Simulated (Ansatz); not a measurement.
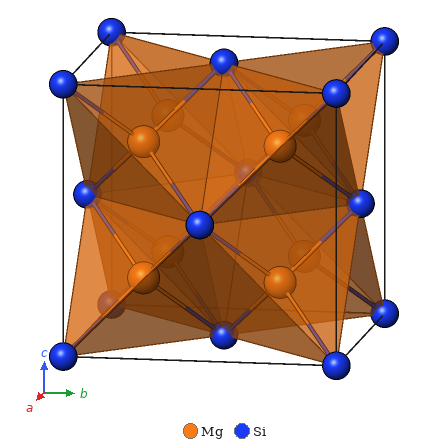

System: Mg₂Si, space group Fm-3m (No. 225). The picture shows the conventional cell.

Structure:
```cif
data_structure
_symmetry_space_group_name_H-M 'P 1'
_symmetry_Int_Tables_number 1
_cell_length_a 4.5007
_cell_length_b 4.5007
_cell_length_c 4.5007
_cell_angle_alpha 60.000
_cell_angle_beta 60.000
_cell_angle_gamma 60.000
_cell_volume 64.47
loop_
_atom_site_label
_atom_site_type_symbol
_atom_site_fract_x
_atom_site_fract_y
_atom_site_fract_z
_atom_site_occupancy
Mg1 Mg 0.25000 0.25000 0.25000 1
Mg2 Mg 0.75000 0.75000 0.75000 1
Si1 Si 0.00000 0.00000 0.00000 1
```

Calculation (Ansatz 0.2.0): plane-wave density functional theory, PAW datasets, Gaussian smearing 0.05 eV: equation of state, the given cell scaled in volume with shape and atoms relaxed at each volume; third-order Birch-Murnaghan fit. Level: PBE, no spin polarisation.

- PAW set: soft_2
- wave cutoff: 420 eV
- k mesh: 10×10×10

V(given) is 21.49 Å³/atom.

What does the calculation give for the energy above the given cell, pressure and gap on the k mesh against V/V(given)? The V/V(given) takes the values 0.96, 0.98, 1.00, 1.02, 1.04.

A third-order Birch–Murnaghan fit gives V0 = 21.49 Å³/atom, B0 = 54 GPa and B′ = 4.1. The energy above the given cell is 6.19 meV/atom at V/V(given) 0.96 and 5.44 meV/atom at 1.04; the lowest computed point is at V/V(given) 1.00 (0.00 meV/atom). The pressure falls from 2.392 GPa at V/V(given) 0.96 to −1.960 GPa at 1.04, and changes sign near 1.00. The gap on the k mesh stays open and runs from 0.169 eV at V/V(given) 0.96 to 0.263 eV at 1.04.

```
V/V(given)  energy above the given cell (meV/atom)  pressure (GPa)  gap on the k mesh (eV)
      0.96                                    6.19           2.392                   0.169
      0.98                                    1.49           1.134                   0.194
      1.00                                    0.00          -0.003                   0.219
      1.02                                    1.41          -1.031                   0.242
      1.04                                    5.44          -1.960                   0.263
```

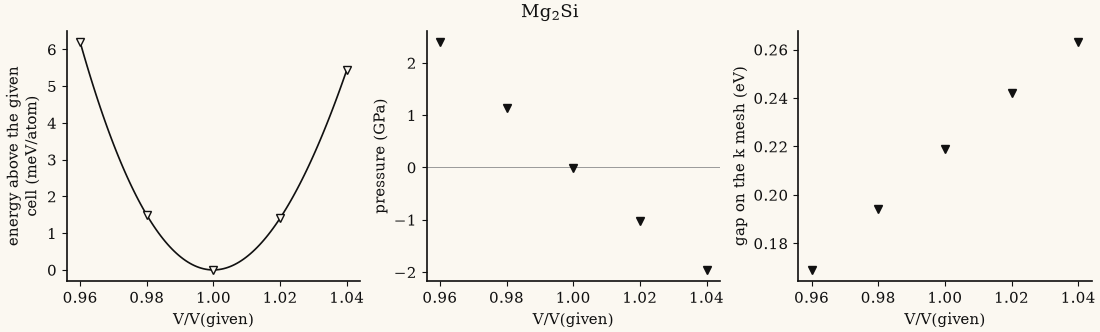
